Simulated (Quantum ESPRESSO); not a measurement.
Consider Ti2Al.

```
Ti Al
1.0
     3.04597    0.00000    0.00000
    -1.52299    2.63789    0.00000
     0.00000    0.00000   21.97963
Ti Al
6 3
Direct
  0.00000 0.00000 0.21943
  0.66667 0.33333 0.55276
  0.33333 0.66667 0.88609
  0.66667 0.33333 0.11391
  0.33333 0.66667 0.44724
  0.00000 0.00000 0.78057
  0.00000 0.00000 0.00000
  0.66667 0.33333 0.33333
  0.33333 0.66667 0.66667
```

Space group R-3m; a generated structure, not necessarily the stable one; computed pressure about −11 GPa in this cell.

All numbers below come from Kohn-Sham DFT of a periodic cell, PBE, SSSP 1.3 efficiency PBE in Quantum ESPRESSO.

What can the converged valence pseudo-density tell about the bonding?

Ti–Ti (3.05 Å): ρ at the midpoint is about 0.16 e/Å³.

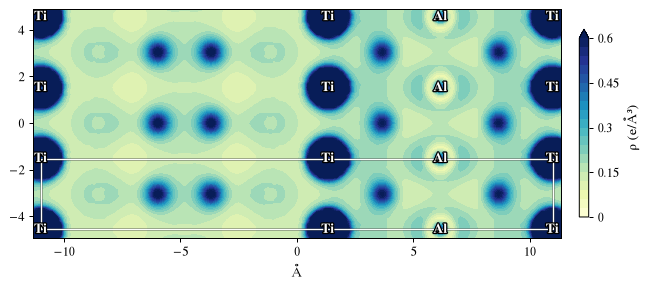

Computed valence pseudo-density on the (11̄0) plane of the conventional cell. Atoms just off the plane (Ti, 0.9 Å away and Al, 0.9 Å away) can leave unmarked features too.

The density is the valence pseudo-density of a pseudopotential calculation; it isn't the true density close to the nuclei.
